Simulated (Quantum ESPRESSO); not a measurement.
## LiF (Griceite): phonon frequency against volume, with a fit

By how much does an optical zone-centre mode of LiF (Griceite) shift under hydrostatic pressure?

Calculated with Quantum ESPRESSO 7.5; DFT LDA, scalar-relativistic, plane waves, PseudoDojo norm-conserving pseudopotentials.

## Step 1: The relaxed structure

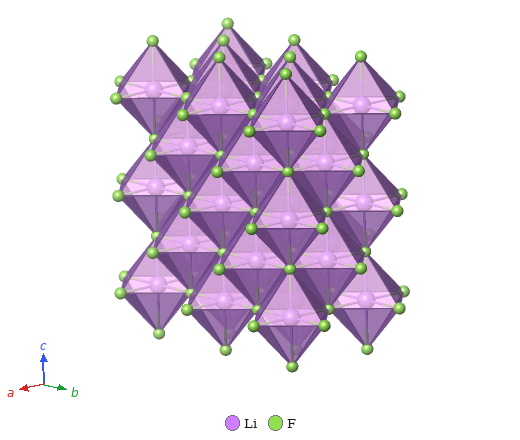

The starting structure, seen from a free direction (lithium purple, fluorine green). 1×2×2 cells are drawn. This picture shows the conventional cell, with its axes. Some periodic images of atoms are drawn too.

This is the cell after its relaxation at this level of theory, not the database cell from which that began.

## Step 2: Runs at several volumes

The relaxed cell is scaled uniformly; in this structure symmetry fixes all atoms, so nothing has to be relaxed anew. Each volume gets a ground state and a response at Γ. The mode followed is the highest one without the macroscopic field, of symmetry T1u; longitudinal polar modes lie higher. Cutoff 92 Ry, k mesh 12×12×12.

From the response at V/V₀ = 0.94:

Log:

```text
[banners, grids, parts of the stress and lines that vanish by symmetry left out]
Program PHONON v.7.5
     Reading xml data from directory:

[...]
Exchange-correlation= PW
                           (   1   4   0   0   0   0   0)
[...]
kinetic-energy cut-off    =      92.0000  Ry
     charge density cut-off    =     368.0000  Ry
     convergence threshold     =      1.0E-18
[...]
Exchange-correlation= PW
                           (   1   4   0   0   0   0   0)
[...]
q = (   0.0000000   0.0000000   0.0000000 )
     49 Sym.Ops. (with q -> -q+G )
     G cutoff =  487.0733  (  11191 G-vectors)     FFT grid: ( 32, 32, 32)
     number of k points=    72
[...]
Mode symmetry, O_h (m-3m)  point group:
[...]
Dielectric constant
[...]
End of electric fields calculation
          Dielectric constant in cartesian axis
          (       2.132320946       0.000000000       0.000000000 )
          (       0.000000000       2.132320946      -0.000000000 )
          (       0.000000000      -0.000000000       2.132320946 )
          Effective charges (d Force / dE) in cartesian axis without acoustic sum rule applied (asr)
           atom    1  Li    Mean Z*:        1.03500
      Ex  (        1.03500        0.00000        0.00000 )
      Ey  (        0.00000        1.03500       -0.00000 )
      Ez  (        0.00000       -0.00000        1.03500 )
           atom    2  F     Mean Z*:       -1.03497
      Ex  (       -1.03497       -0.00000        0.00000 )
      Ey  (       -0.00000       -1.03497       -0.00000 )
      Ez  (        0.00000       -0.00000       -1.03497 )
          Effective charges Sum: Mean:        0.00003
[...]
Effective charges (d Force / dE) in cartesian axis with asr applied:
           atom    1  Li    Mean Z*:        1.03499
[...]
atom    2  F     Mean Z*:       -1.03499
[...]
Representation #   1 modes #   1   2   3
[...]
End of self-consistent calculation
     Convergence has been achieved
     Representation #   2 modes #   4   5   6
[...]
End of self-consistent calculation
     Convergence has been achieved
[...]
Dielectric constant in cartesian axis
          (       2.132320946       0.000000000       0.000000000 )
          (       0.000000000       2.132320946      -0.000000000 )
          (       0.000000000      -0.000000000       2.132320946 )
          Effective charges (d Force / dE) in cartesian axis without acoustic sum rule applied (asr)
           atom    1  Li    Mean Z*:        1.03500
      Ex  (        1.03500        0.00000        0.00000 )
      Ey  (        0.00000        1.03500       -0.00000 )
      Ez  (        0.00000       -0.00000        1.03500 )
           atom    2  F     Mean Z*:       -1.03497
      Ex  (       -1.03497       -0.00000        0.00000 )
      Ey  (       -0.00000       -1.03497       -0.00000 )
      Ez  (        0.00000       -0.00000       -1.03497 )
          Effective charges Sum: Mean:        0.00003
[...]
Effective charges (d Force / dE) in cartesian axis with asr applied:
           atom    1  Li    Mean Z*:        1.03499
[...]
atom    2  F     Mean Z*:       -1.03499
[...]
q = (    0.000000000   0.000000000   0.000000000 )
[...]
freq (    1) =       0.079482 [THz] =       2.651220 [cm-1]
     freq (    2) =       0.079482 [THz] =       2.651220 [cm-1]
     freq (    3) =       0.079482 [THz] =       2.651220 [cm-1]
     freq (    4) =      11.952443 [THz] =     398.690597 [cm-1]
     freq (    5) =      11.952443 [THz] =     398.690597 [cm-1]
     freq (    6) =      11.952443 [THz] =     398.690597 [cm-1]
[...]
Mode symmetry, O_h (m-3m)  point group:
     freq (   1-   3) =          2.7  [cm-1]   --> T_1u G_15  G_4- I
     freq (   4-   6) =        398.7  [cm-1]   --> T_1u G_15  G_4- I

   JOB DONE.
```

One volume, V/V₀ = 1.03, is held back as a test.

```csv
V/V₀,volume (Å³/atom),pressure (GPa),ω (cm⁻¹)
0.94,6.996,6.14,398.69
0.97,7.220,2.82,370.21
1,7.443,-0.01,342.88
1.03,7.666,-2.43,held back
1.06,7.890,-4.49,290.90
```

## Step 3: The fit

The mode Grüneisen parameter is γ = −d ln ω / d ln V.

```csv
ln(V/V₀),ln ω
-0.0619,5.9882
-0.0305,5.9141
0.0000,5.8374
0.0583,5.6730
```

A straight line through these points has the slope -2.634, so γ = 2.63; at V/V₀ = 1.03 it predicts ω = exp(5.8307 − 0.0779) = 315.09 cm⁻¹.

A parabola of pressure against ln V through V/V₀ = 0.97, 1 and 1.03 gives the bulk modulus B = −dP/d ln V = 87 GPa at V₀. With ω₀ from the fitted line the pressure coefficient follows as dω/dP = γ ω₀ / B = 2.63 × 340.6 / 87 = 10.3 cm⁻¹/GPa.

## Step 4: The run that was held back

Log:

```text
[banners, grids, parts of the stress and lines that vanish by symmetry left out]
[banner, memory and clock lines left out]
Program PHONON v.7.5

[...]
Exchange-correlation= PW
                           (   1   4   0   0   0   0   0)
[...]
kinetic-energy cut-off    =      92.0000  Ry
     charge density cut-off    =     368.0000  Ry
     convergence threshold     =      1.0E-18
[...]
Exchange-correlation= PW
                           (   1   4   0   0   0   0   0)
[...]
q = (   0.0000000   0.0000000   0.0000000 )
     49 Sym.Ops. (with q -> -q+G )
     G cutoff =  517.6870  (  12339 G-vectors)     FFT grid: ( 36, 36, 36)
     number of k points=    72
[...]
Mode symmetry, O_h (m-3m)  point group:
[...]
Dielectric constant
[...]
End of electric fields calculation
          Dielectric constant in cartesian axis
          (       2.105069877       0.000000000       0.000000000 )
          (       0.000000000       2.105069877       0.000000000 )
          (       0.000000000      -0.000000000       2.105069877 )
          Effective charges (d Force / dE) in cartesian axis without acoustic sum rule applied (asr)
           atom    1  Li    Mean Z*:        1.04501
      Ex  (        1.04501       -0.00000        0.00000 )
      Ey  (        0.00000        1.04501       -0.00000 )
      Ez  (        0.00000       -0.00000        1.04501 )
           atom    2  F     Mean Z*:       -1.04497
      Ex  (       -1.04497        0.00000        0.00000 )
      Ey  (        0.00000       -1.04497        0.00000 )
      Ez  (        0.00000       -0.00000       -1.04497 )
[...]
Representation #   1 modes #   1   2   3
[...]
End of self-consistent calculation
     Convergence has been achieved
     Representation #   2 modes #   4   5   6
[...]
End of self-consistent calculation
     Convergence has been achieved
[...]
Dielectric constant in cartesian axis
          (       2.105069877       0.000000000       0.000000000 )
          (       0.000000000       2.105069877       0.000000000 )
          (       0.000000000      -0.000000000       2.105069877 )
          Effective charges (d Force / dE) in cartesian axis without acoustic sum rule applied (asr)
           atom    1  Li    Mean Z*:        1.04501
      Ex  (        1.04501       -0.00000        0.00000 )
      Ey  (        0.00000        1.04501       -0.00000 )
      Ez  (        0.00000       -0.00000        1.04501 )
           atom    2  F     Mean Z*:       -1.04497
      Ex  (       -1.04497        0.00000        0.00000 )
      Ey  (        0.00000       -1.04497        0.00000 )
      Ez  (        0.00000       -0.00000       -1.04497 )
          Effective charges Sum: Mean:        0.00003
[...]
Effective charges (d Force / dE) in cartesian axis with asr applied:
           atom    1  Li    Mean Z*:        1.04499
[...]
atom    2  F     Mean Z*:       -1.04499
[...]
q = (    0.000000000   0.000000000   0.000000000 )
[...]
freq (    1) =       0.049036 [THz] =       1.635659 [cm-1]
     freq (    2) =       0.049036 [THz] =       1.635659 [cm-1]
     freq (    3) =       0.049036 [THz] =       1.635659 [cm-1]
     freq (    4) =       9.488318 [THz] =     316.496227 [cm-1]
     freq (    5) =       9.488318 [THz] =     316.496227 [cm-1]
     freq (    6) =       9.488318 [THz] =     316.496227 [cm-1]
[...]
Mode symmetry, O_h (m-3m)  point group:
     freq (   1-   3) =          1.6  [cm-1]   --> T_1u G_15  G_4- I
     freq (   4-   6) =        316.5  [cm-1]   --> T_1u G_15  G_4- I
```

It gives 316.50 cm⁻¹ against the predicted 315.09 cm⁻¹, a miss of 1 cm⁻¹.

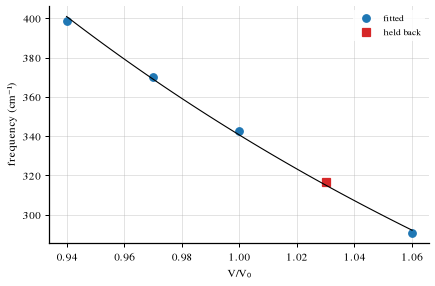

Frequency against volume, with the power-law fit.

## Step 5: Summary of results

```yaml
mode_grueneisen_parameter: 2.634
bulk_modulus: 87.3 GPa
pressure_coefficient: 10.3 cm⁻¹/GPa
```

The highest optical mode of LiF (Griceite) without the LO-TO term stiffens by 10.3 cm⁻¹ a GPa near the relaxed volume, with γ = 2.63. The power law meets all 5 runs within 0.67 %; between neighbouring volumes γ runs from 2.36 to 2.94. Such a coefficient turns a measured shift of this mode into a hydrostatic stress; uniaxial or biaxial stress splits the mode and needs deformation potentials. These are harmonic values at zero temperature for the structure held cubic, which a run at Γ can't show to be stable; the bulk modulus rests on three points.

[Host names and launcher messages were left out of these logs when they were recorded.]

[Logs are printed without paths, hosts, clocks, repeated set-up lines and the standing remarks that a program may print on its own settings, such as how far it seeks lower states.]

[Hosts, paths, dates, database ids (printed as entryN), source tags and the programs' standing remarks are cut or masked in the printed files.]
